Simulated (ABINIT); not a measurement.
Positron calculation of MoS$_{2}$ (part 1 of 2)

MoS$_{2}$ (3 atoms in the cell), computed with Kohn-Sham DFT of a periodic cell, LDA, JTH PAW LDA v2.0, no spin polarisation (ABINIT 10.8.3).

The structure derives from an entry of the Crystallography Open Database.

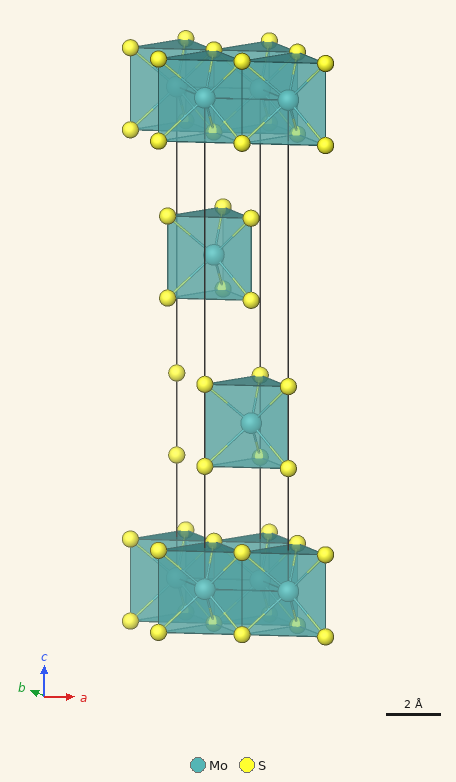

Fig. 1: The input geometry (polyhedral view of the cell 3 times as large as that of the calculation, set on its symmetry axes, seen slightly off an axis; polyhedra are completed across the faces of the cell).

### The input
```
# Datasets
ndtset 2

# Pseudopotentials
pp_dirpath "./"
pseudos "Mo.LDA_PW-JTH.xml, S.LDA_PW-JTH.xml"

# Structure
acell 6.4149071181 6.4149071181 6.414907118 Angstrom
rprim
     0.2463013058     0.1422021252     0.9587044499
    -0.2463013058     0.1422021252     0.9587044499
     0.0000000000    -0.2844042504     0.9587044499
ntypat 2
znucl 42 16
natom 3
typat 1 2 2
xred
            0.0            0.0            0.0
   0.4170000000   0.4170000000   0.4170000000
            1/4            1/4            1/4

# Plane-wave basis
ecut 15.0
pawecutdg 30.0

# Exchange and correlation
ixc 7

# SCF cycle
nstep 80

# Output
iomode 3
prteig 0
prtebands 0
prtwf 0

# Dataset 1: electrons
kptopt1 1
ngkpt1 7 7 7
nshiftk1 1
shiftk1 0.0 0.0 0.0
nband1 17
occopt1 3
tsmear1 0.00183747
tolvrs1 1.0e-10
prtden1 1

# Dataset 2: positron in the electrons' density
positron2 1
ixcpositron2 3
getden2 1
kptopt2 0
nkpt2 1
kpt2 0.0 0.0 0.0
nband2 1
occopt2 2
occ2 1.0
posocc2 1.0
toldfe2 1.0e-7
nline2 10
nnsclo2 2
optforces2 0
optstress2 0
prtden2 0
```

Command:
```bash
abinit run.abi > log 2>&1
```

### What the program printed
```
.Version 10.8.3 of ABINIT
 DATASET    1 : space group R3 m (#160); Bravais hR (rhombohedral)
================================================================================
 Values of the parameters that define the memory need for DATASET  1.
     intxc =       0    ionmov =       0      iscf =      17    lmnmax =      18
     lnmax =       6     mgfft =      45  mpssoang =       3    mqgrid =    3001
     natom =       3  nloc_mem =       2    nspden =       1   nspinor =       1
    nsppol =       1      nsym =       6    n1xccc =       1    ntypat =       2
    occopt =       3   xclevel =       1
       mpw =        1010          nfft =       91125          nkpt =          44
 PAW method is used; the additional fine FFT grid is defined by:
   mgfftf=        60    nfftf =    216000
================================================================================
================================================================================

 DATASET    2 : space group R3 m (#160); Bravais hR (rhombohedral)
================================================================================
 Values of the parameters that define the memory need for DATASET  2.
     intxc =       0    ionmov =       0      iscf =      17    lmnmax =      18
     lnmax =       6     mgfft =      45  mpssoang =       3    mqgrid =    3001
     natom =       3  nloc_mem =       2    nspden =       1   nspinor =       1
    nsppol =       1      nsym =       6    n1xccc =       1    ntypat =       2
    occopt =       2   xclevel =       1
       mpw =         494          nfft =       91125          nkpt =           1
 PAW method is used; the additional fine FFT grid is defined by:
   mgfftf=        60    nfftf =    216000
================================================================================
================================================================================

--------------------------------------------------------------------------------
------------- Echo of variables that govern the present computation ------------
--------------------------------------------------------------------------------
 -outvars: echo values of preprocessed input variables --------
            acell      1.2122417576E+01  1.2122417576E+01  1.2122417576E+01 Bohr
              amu      9.59400000E+01  3.20660000E+01
             ecut      1.50000000E+01 Hartree
           getden1          0
           getden2          1
              ixc           7
      ixcpositron1          1
      ixcpositron2          3
           jdtset        1    2
           kptopt1          1
           kptopt2          0
         kptrlatt        7    0    0      0    7    0      0    0    7
          kptrlen1     4.18007419E+01
          kptrlen2     3.00000000E+01
            natom           3
            nband1         17
            nband2          1
           ndtset           2
            ngfft          45      45      45
          ngfftdg          60      60      60
             nkpt1         44
             nkpt2          1
            nline1          4
            nline2         10
           nnsclo1          0
           nnsclo2          2
            nstep          80
             nsym           6
           ntypat           2
           occopt1          3
           occopt2          2
        optforces1          2
        optforces2          0
        optstress1          1
        optstress2          0
        pawecutdg      3.00000000E+01 Hartree
         positron1          0
         positron2          1
           prtden1          1
           prtden2          0
        prtebands           0
           prteig           0
            prtwf           0
            rprim      2.4630130580E-01  1.4220212520E-01  9.5870444990E-01
                      -2.4630130580E-01  1.4220212520E-01  9.5870444990E-01
                       0.0000000000E+00 -2.8440425040E-01  9.5870444990E-01
           shiftk1     0.00000000E+00  0.00000000E+00  0.00000000E+00
           shiftk2     5.00000000E-01  5.00000000E-01  5.00000000E-01
          spgroup         160
           toldfe1     0.00000000E+00 Hartree
           toldfe2     1.00000000E-07 Hartree
           tolvrs1     1.00000000E-10
           tolvrs2     0.00000000E+00
           tsmear1     1.83747000E-03 Hartree
           tsmear2     1.00000000E-02 Hartree
            typat      1  2  2
           useylm           1
           xangst      0.0000000000E+00  0.0000000000E+00  0.0000000000E+00
                       4.7842516902E-17  1.1859794830E-11  7.6936499997E+00
                       0.0000000000E+00  7.1100996618E-12  4.6124999998E+00
            xcart      0.0000000000E+00  0.0000000000E+00  0.0000000000E+00
                       9.0409254119E-17  2.2411764139E-11  1.4538891408E+01
                       0.0000000000E+00  1.3436141089E-11  8.7163617554E+00
             xred      0.0000000000E+00  0.0000000000E+00  0.0000000000E+00
                       4.1700000000E-01  4.1700000000E-01  4.1700000000E-01
                       2.5000000000E-01  2.5000000000E-01  2.5000000000E-01
            znucl       42.00000   16.00000

================================================================================

 chkinp: Checking input parameters for consistency, jdtset=   1.

 chkinp: Checking input parameters for consistency, jdtset=   2.

================================================================================
== DATASET  1 ==================================================================

--- !DatasetInfo
iteration_state: {dtset: 1, }
dimensions: {natom: 3, nkpt: 44, mband: 17, nsppol: 1, nspinor: 1, nspden: 1, mpw: 1010, }
cutoff_energies: {ecut:  15.0, pawecutdg:  30.0, }
electrons: {nelect:   2.60000000E+01, charge:   0.00000000E+00, occopt:   3.00000000E+00, tsmear:   1.83747000E-03, }
meta: {optdriver: 0, ionmov: 0, optcell: 0, iscf: 17, paral_kgb: 0, }
...

 Exchange-correlation functional for the present dataset will be:
  LDA: Perdew-Wang 92 LSD fit to Ceperley-Alder data - ixc=7
  J.P.Perdew and Y.Wang, PRB 45, 13244 (1992)

 Real(R)+Recip(G) space primitive vectors, cartesian coordinates (Bohr,Bohr^-1):
 R(1)=  2.9857673  1.7238335 11.6218157  G(1)=  0.1674611  0.0966837  0.0286817
 R(2)= -2.9857673  1.7238335 11.6218157  G(2)= -0.1674611  0.0966837  0.0286817
 R(3)=  0.0000000 -3.4476671 11.6218157  G(3)=  0.0000000 -0.1933675  0.0286817
 Unit cell volume ucvol=  3.5890253E+02 bohr^3
 Angles (23,13,12)=  2.85174998E+01  2.85174998E+01  2.85174998E+01 degrees

 Coarse grid specifications (used for wave-functions):

 getcut: wavevector=  0.0000  0.0000  0.0000  ngfft=  45  45  45
         ecut(hartree)=     15.000   => boxcut(ratio)=   2.08327

 Fine grid specifications (used for densities):

 getcut: wavevector=  0.0000  0.0000  0.0000  ngfft=  60  60  60
         ecut(hartree)=     30.000   => boxcut(ratio)=   2.00828

--- Pseudopotential description ------------------------------------------------
- pspini: atom type   1  psp file is ./Mo.LDA_PW-JTH.xml
 Pseudopotential format is: paw10
 basis_size (lnmax)=  6 (lmn_size= 18), orbitals=   0   0   1   1   2   2
 Spheres core radius: rc_sph= 2.20740211
 Shapefunction is SIN type: shapef(r)=[sin(pi*r/rshp)/(pi*r/rshp)]**2
 Radius for shape functions =  1.91008465
 Compensation charge density is not taken into account in XC energy/potential

- pspini: atom type   2  psp file is ./S.LDA_PW-JTH.xml
 Pseudopotential format is: paw10
 basis_size (lnmax)=  4 (lmn_size=  8), orbitals=   0   0   1   1
 Spheres core radius: rc_sph= 1.90380259
 Shapefunction is SIN type: shapef(r)=[sin(pi*r/rshp)/(pi*r/rshp)]**2
 Radius for shape functions =  1.40128485
 Compensation charge density is not taken into account in XC energy/potential

   8.52552721E+02                                ecore*ucvol(ha*bohr**3)
--------------------------------------------------------------------------------

================================================================================

--- !BeginCycle
iteration_state: {dtset: 1, }
solver: {iscf: 17, nstep: 80, nline: 4, wfoptalg: 10, }
tolerances: {tolvrs: 1.00E-10, }
...

     iter   Etot(hartree)      deltaE(h)  residm     nres2
 ETOT  1  -89.593458762003    -8.959E+01 3.375E+00 2.852E+01
 ETOT  2  -89.906772568668    -3.133E-01 7.896E-02 6.442E+00
 ETOT  3  -89.898951835831     7.821E-03 1.241E-02 1.684E+00
 ETOT  4  -89.897813139621     1.139E-03 1.092E-03 1.220E-01
 ETOT  5  -89.897744610420     6.853E-05 1.117E-04 1.944E-02
 ETOT  6  -89.897710441548     3.417E-05 3.106E-05 2.111E-03
 ETOT  7  -89.897706641927     3.800E-06 2.626E-06 2.772E-04
 ETOT  8  -89.897706199269     4.427E-07 1.059E-06 3.937E-05
 ETOT  9  -89.897706182164     1.711E-08 1.300E-07 3.218E-06
 ETOT 10  -89.897706182555    -3.916E-10 5.250E-08 4.956E-07
 ETOT 11  -89.897706182645    -8.974E-11 7.782E-09 7.948E-08
 ETOT 12  -89.897706182557     8.777E-11 3.008E-09 6.070E-09
 ETOT 13  -89.897706182561    -3.226E-12 4.656E-10 1.005E-09
 ETOT 14  -89.897706182561    -4.832E-13 1.806E-10 1.687E-10
 ETOT 15  -89.897706182560     9.237E-13 2.839E-11 1.018E-11

 At SCF step   15       nres2   =  1.02E-11 < tolvrs=  1.00E-10 =>converged.

 Cartesian components of stress tensor (hartree/bohr^3)
  sigma(1 1)=  1.09087430E-04  sigma(3 2)= -2.43280889E-13
  sigma(2 2)=  1.09087431E-04  sigma(3 1)=  0.00000000E+00
  sigma(3 3)=  2.96903379E-05  sigma(2 1)=  0.00000000E+00

--- !ResultsGS
iteration_state: {dtset: 1, }
comment   : Summary of ground state results
lattice_vectors:
- [  2.9857673,   1.7238335,  11.6218157, ]
- [ -2.9857673,   1.7238335,  11.6218157, ]
- [  0.0000000,  -3.4476671,  11.6218157, ]
lattice_lengths: [  12.12242,   12.12242,   12.12242, ]
lattice_angles: [ 28.517,  28.517,  28.517, ] # degrees, (23, 13, 12)
lattice_volume:   3.5890253E+02
convergence: {deltae:  9.237E-13, res2:  1.018E-11, residm:  2.839E-11, diffor: null, }
etotal    :  -8.98977062E+01
entropy   :   0.00000000E+00
fermie    :   3.24366738E-01
cartesian_stress_tensor: # hartree/bohr^3
- [  1.09087430E-04,   0.00000000E+00,   0.00000000E+00, ]
- [  0.00000000E+00,   1.09087431E-04,  -2.43280889E-13, ]
- [  0.00000000E+00,  -2.43280889E-13,   2.96903379E-05, ]
pressure_GPa:  -2.4308E+00
xred      :
- [  0.0000E+00,   0.0000E+00,   0.0000E+00, Mo]
- [  4.1700E-01,   4.1700E-01,   4.1700E-01,  S]
- [  2.5000E-01,   2.5000E-01,   2.5000E-01,  S]
cartesian_forces: # hartree/bohr
- [ -2.07241330E-19,  -5.65932300E-14,   1.61546969E-03, ]
- [  4.89864264E-20,  -1.77681438E-14,   5.07186900E-04, ]
- [  1.58254904E-19,   7.43613738E-14,  -2.12265659E-03, ]
force_length_stats: {min:   5.07186900E-04, max:   2.12265659E-03, mean:   1.41510439E-03, }
...

 Integrated electronic density in atomic spheres:
 ------------------------------------------------
 Atom  Sphere_radius  Integrated_density
    1        2.20740         11.31651912
    2        1.90380          3.59355426
    3        1.90380          3.59884626

================================================================================

 ----iterations are completed or convergence reached----

 Mean square residual over all n,k,spin=   58.928E-15; max=  28.387E-12
 reduced coordinates (array xred) for    3 atoms
       0.000000000000      0.000000000000      0.000000000000
       0.417000000000      0.417000000000      0.417000000000
       0.250000000000      0.250000000000      0.250000000000
 rms dE/dt=  1.8219E-02; max dE/dt=  2.4583E-02; dE/dt below (all hartree)
    1      -0.018860422227     -0.018860422227     -0.018860422227
    2      -0.005980163901     -0.005980163901     -0.005980163901
    3       0.024583392410      0.024583392410      0.024583392410

 cartesian coordinates (angstrom) at end:
    1      0.00000000000000     0.00000000000000     0.00000000000000
    2      0.00000000000000     0.00000000001186     7.69364999973191
    3      0.00000000000000     0.00000000000711     4.61249999983927

 cartesian forces (hartree/bohr) at end:
    1     -0.00000000000000    -0.00000000000006     0.00161546969204
    2      0.00000000000000    -0.00000000000002     0.00050718689978
    3      0.00000000000000     0.00000000000007    -0.00212265659182
 frms,max,avg= 9.0508759E-04 2.1226566E-03   0.000E+00  0.000E+00  7.377E-06 h/b
```
